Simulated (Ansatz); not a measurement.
## HfN: a changed input and its effect

System: HfN (Fm-3m, 2 atoms in the cell).
Method of run 1: DFT, PBEsol, plane waves, PAW, no spin polarisation (Ansatz 0.2.0).

The structure was built on a prototype by a generator; it need not be a known phase. Text and figures count atoms from 1; the logs count them from 0 in places.

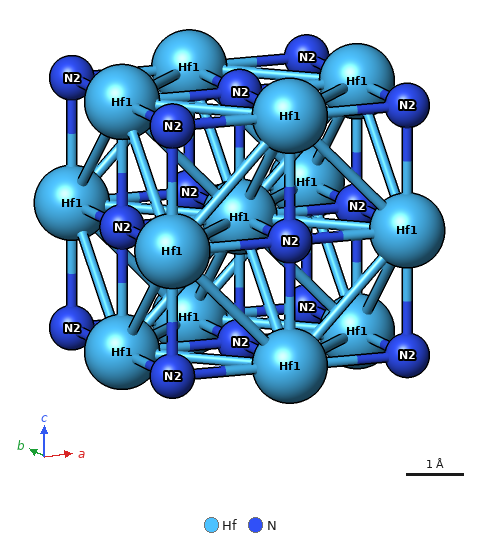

Fig. 1: The structure as given in the input (ball-and-stick view of the cell 4 times as large as that of the calculation, set on its symmetry axes, seen slightly off an axis; atoms are numbered from 1 in the order of the input). Near neighbours in the crystal (not all of them lie inside the picture): Hf has 12 Hf at 3.18 Å and 6 N at 2.25 Å; N has 6 Hf at 2.25 Å.

### Input, run 1
```yaml
crystal:
  lattice:
    - [0.0, 2.2507757608, 2.2507757608]
    - [2.2507757608, 0.0, 2.2507757608]
    - [2.2507757608, 2.2507757608, 0.0]
  atoms:
    - { symbol: Hf, position: [0.5, 0.5, 0.5] }
    - { symbol: "N", position: [0.0, 0.0, 0.0] }
  symmetry: { detect: false }
basis:
  ecutwfc: 420
kpoints:
  mp_grid: { grid: [16, 16, 16] }
hamiltonian:
  xc: pbesol
scf:
  occupations: { method: gaussian, width: 0.1 }
  eigensolver: { kind: davidson }
output:
  forces: true
  eigenvalues: true
  stress: true
```

Launched with:
```bash
ansatz run input.yaml --threads 2 --pin off --max-ram 4096MiB --backend cpu --events-out ev --progress --plain --runs-dir out
```

Hardware: 2 threads of Intel Xeon (Granite Rapids), 64 GiB of memory available, shared host.

### Output, shortened to warnings, some set-up lines, iterations and results (run 1)
```
Basis set: ecut = 420 eV, 459 PW (Γ), exchange–correlation on 48×48×48 points (8 copies of the dense FFT grid, shifted against one another)
Symmetry: 1 space group operations
k-points: 2052 of 4096 (time reversal used)
Initial density: superposition of atomic densities (neutral atoms: chi_scale 0, normalization atom), corrected by the library's trained network
[...]
SCF iter   1: F=—  HF=-15980.254681 eV  |F-HF|=—  |Δ(HF+E_count)|=         —  Δρ=8.59e-3  dr2=1.47e-2  ethr=1.77e-3  ⟨swp⟩=5.3  Hψ=154156  notcnv=0
SCF iter   2: F=—  HF=-15980.251398 eV  |F-HF|=—  |Δ(HF+E_count)|=   3.28e-3  Δρ=2.42e-3  dr2=9.80e-4  ethr=3.19e-6  ⟨swp⟩=3.4  Hψ=160290  notcnv=0
SCF iter   3: F=—  HF=-15980.251194 eV  |F-HF|=—  |Δ(HF+E_count)|=   2.04e-4  Δρ=8.87e-4  dr2=1.15e-4  ethr=3.16e-6  ⟨swp⟩=3.0  Hψ=79898  notcnv=0
SCF iter   4: F=—  HF=-15980.251160 eV  |F-HF|=—  |Δ(HF+E_count)|=   3.36e-5  Δρ=1.42e-4  dr2=3.95e-6  ethr=3.70e-7  ⟨swp⟩=3.0  Hψ=88381  notcnv=0
SCF iter   5: F=—  HF=-15980.251161 eV  |F-HF|=—  |Δ(HF+E_count)|=   1.04e-6  Δρ=5.39e-5  dr2=3.65e-7  ethr=1.27e-8  ⟨swp⟩=4.0  Hψ=110452  notcnv=0
SCF iter   6: F=-15980.251161 eV  HF=-15980.251161 eV  |F-HF|=1.01e-8  |Δ(HF+E_count)|=   2.33e-8  Δρ=8.98e-6  dr2=1.63e-8  ethr=1.18e-9  ⟨swp⟩=2.6  Hψ=74640  notcnv=0
SCF 1 converged in 6 iterations: F = -15980.251161 eV  dr2 = 1.63e-8
  Residual-converged pass: ⟨swp⟩=3.8  Hψ=109035  notcnv=0  max |occ|·‖R‖ = 6.7e-6 eV (tolerance 6.7e-6 eV)  dr2=1.70e-8  dr2_onsite=3.27e-8  max |Δocc| = 1.1e-8
SCF converged after 6 iterations
Free energy (F): -15980.251161 eV
Harris-Foulkes:  -15980.251161 eV  (|F-HF|=1.01e-8)
Internal energy: -15980.248089 eV  (E = F + TS)
E sigma→0 (E₀):  -15980.249625 eV
Entropy (-TS):   -0.003072 eV (-1.536 meV/atom)
Fermi energy:    23.968169 eV
--- Per-component energies (eV) ---
  E_band       = 186.887947
  E_kinetic    = 557.403968
  E_local      = -4693.685460  (includes V_loc(G=0)·N_el)
  E_nonlocal   = -1192.587428
  E_hartree    = 2229.740974
  E_xc         = -359.058095
  E_vxc        = -344.585409  (∫ρ·V_xc dr)
  E_paw        = -6929.697502  (= ΣΔE_a)
  E_vpaw       = 1400.862917  (= ΣTr[D̂ρ^β])
  E_aug_tail   = 0.000093  (compensation charges beyond the density's cutoff)
  E_ewald      = -5593.643828
  E_core_change = 1.279190  (= ΣΔE_core)
  E_smearing   = -0.003072  (= −TS)
  E_closure    = -0.000000  (closes the sum)
  Σ components = -15980.251161   (vs F -15980.251161, Δ=0.00e0)
--- Forces (eV/Å), atoms counted from 1 ---
  atom   1  Hf    -0.00000001     0.00000001    -0.00000002
  atom   2  N     -0.00000000     0.00000001     0.00000000
  max |Σ_I F_I| component: 2.07e-8 eV/Å
--- Stress (GPa, compression-positive) ---
       -0.001294      -0.000001       0.000000
       -0.000001      -0.001295      -0.000001
        0.000000      -0.000001      -0.001293
  P = ⅓ Tr σ = -0.0013 GPa (-0.013 kbar)
```

The input of run 2 differs as follows (lines with − go, lines with + come):
```diff
-    - [0.0, 2.2507757608, 2.2507757608]
-    - [2.2507757608, 0.0, 2.2507757608]
-    - [2.2507757608, 2.2507757608, 0.0]
+    - [0.0, 2.2590026142, 2.2590026142]
+    - [2.2590026142, 0.0, 2.2590026142]
+    - [2.2590026142, 2.2590026142, 0.0]
-  symmetry: { detect: false }
-  mp_grid: { grid: [16, 16, 16] }
+  mp_grid: { grid: [8, 8, 8] }
-  eigensolver: { kind: davidson }
```

What does this change do to the results?

With the same functional and potentials, run 2 lies 9.8 meV per atom higher (other lines of the input change too). The pressure goes from 0.00 to −2.77 GPa. The volume per atom goes from 11.40 to 11.53 Å³. The SCF takes 7 iterations against 6. The irreducible k-points go from 2052 to 29.

### Output, shortened to warnings, some set-up lines, iterations and results (run 2)
```
Basis set: ecut = 420 eV, 459 PW (Γ), exchange–correlation on 48×48×48 points (8 copies of the dense FFT grid, shifted against one another)
Symmetry: 48 space group operations
k-points: 29 of 512
Initial density: superposition of atomic densities (neutral atoms: chi_scale 0, normalization atom), corrected by the library's trained network
[...]
SCF iter   1: F=—  HF=-15980.235020 eV  |F-HF|=—  |Δ(HF+E_count)|=         —  Δρ=7.63e-3  dr2=1.13e-2  ethr=1.77e-3  ⟨swp⟩=5.0  Hψ=2407  notcnv=0
SCF iter   2: F=—  HF=-15980.231885 eV  |F-HF|=—  |Δ(HF+E_count)|=   3.14e-3  Δρ=2.39e-3  dr2=9.36e-4  ethr=3.66e-5  ⟨swp⟩=1.8  Hψ=889  notcnv=0
SCF iter   3: F=—  HF=-15980.231648 eV  |F-HF|=—  |Δ(HF+E_count)|=   2.37e-4  Δρ=9.28e-4  dr2=1.54e-4  ethr=3.02e-6  ⟨swp⟩=2.1  Hψ=680  notcnv=0
SCF iter   4: F=—  HF=-15980.231620 eV  |F-HF|=—  |Δ(HF+E_count)|=   2.84e-5  Δρ=3.91e-4  dr2=2.21e-5  ethr=4.96e-7  ⟨swp⟩=2.1  Hψ=1027  notcnv=0
SCF iter   5: F=—  HF=-15980.231587 eV  |F-HF|=—  |Δ(HF+E_count)|=   3.32e-5  Δρ=1.12e-4  dr2=1.69e-6  ethr=7.13e-8  ⟨swp⟩=2.6  Hψ=1068  notcnv=0
SCF iter   6: F=—  HF=-15980.231588 eV  |F-HF|=—  |Δ(HF+E_count)|=   1.90e-6  Δρ=1.85e-5  dr2=5.02e-8  ethr=3.23e-10  ⟨swp⟩=5.2  Hψ=2960  notcnv=0
SCF iter   7: F=-15980.231588 eV  HF=-15980.231588 eV  |F-HF|=2.36e-8  |Δ(HF+E_count)|=   1.26e-7  Δρ=5.48e-6  dr2=4.57e-9  ethr=1.62e-10  ⟨swp⟩=4.7  Hψ=2115  notcnv=0
SCF 1 converged in 7 iterations: F = -15980.231588 eV  dr2 = 4.57e-9
SCF converged after 7 iterations
Free energy (F): -15980.231588 eV
Harris-Foulkes:  -15980.231588 eV  (|F-HF|=2.36e-8)
Internal energy: -15980.227250 eV  (E = F + TS)
E sigma→0 (E₀):  -15980.229419 eV
Entropy (-TS):   -0.004339 eV (-2.169 meV/atom)
Fermi energy:    23.690666 eV
--- Per-component energies (eV) ---
  E_band       = 177.998115
  E_kinetic    = 556.527937
  E_local      = -4724.685906  (includes V_loc(G=0)·N_el)
  E_nonlocal   = -1192.715640
  E_hartree    = 2240.895341
  E_xc         = -358.775784
  E_vxc        = -344.213132  (∫ρ·V_xc dr)
  E_paw        = -6929.479630  (= ΣΔE_a)
  E_vpaw       = 1401.296504  (= ΣTr[D̂ρ^β])
  E_aug_tail   = 0.000093  (compensation charges beyond the density's cutoff)
  E_ewald      = -5573.272852
  E_core_change = 1.279190  (= ΣΔE_core)
  E_smearing   = -0.004339  (= −TS)
  E_closure    = 0.000000  (closes the sum)
  Σ components = -15980.231588   (vs F -15980.231588, Δ=0.00e0)
--- Forces (eV/Å), atoms counted from 1 ---
  atom   1  Hf     0.00000000    -0.00000000     0.00000000
  atom   2  N     -0.00000000     0.00000000     0.00000000
  max |Σ_I F_I| component: 1.06e-28 eV/Å
--- Stress (GPa, compression-positive) ---
       -2.774596      -0.000000      -0.000000
       -0.000000      -2.774596       0.000000
       -0.000000      -0.000000      -2.774596
  P = ⅓ Tr σ = -2.7746 GPa (-27.746 kbar)
```

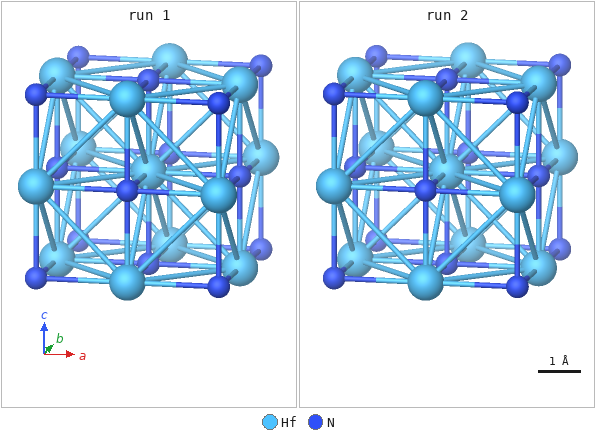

Fig. 2: The two input geometries at one scale (ball-and-stick view of the cell 4 times as large as that of the calculation, set on its symmetry axes, seen slightly off an axis). No atom moves by more than 0.005 Å relative to the cell. The volume changes by +1.1 %, with a = b = c 4.502 → 4.518 Å (+0.4 %). Among the contacts that change: Hf–Hf 3.183 → 3.195 Å, Hf–N 2.251 → 2.259 Å.

### The two runs side by side

| quantity | run 1 | run 2 |
| --- | --- | --- |
| outcome | converged | converged |
| free energy per atom (eV) | −7990.1256 | −7990.1158 |
| energy per atom, smearing taken to zero (eV) | −7990.1248 | −7990.1147 |
| gap on the mesh (eV) | 0.00 | 0.00 |
| pressure (GPa) | 0.00 | −2.77 |
| volume per atom (Å³) | 11.40 | 11.53 |
| largest force (eV/Å) | 0.000 | 0.000 |
| SCF iterations | 6 | 7 |
| irreducible k-points | 2052 | 29 |
| plane waves at Γ | 459 | 459 |
| wall time (shared host) | 30 s | 0.51 s |

For both runs: Spin–orbit coupling is left out, which matters for Hf. The cell holds an odd number of electrons but the run has no spin polarisation, so it comes out as a metal.
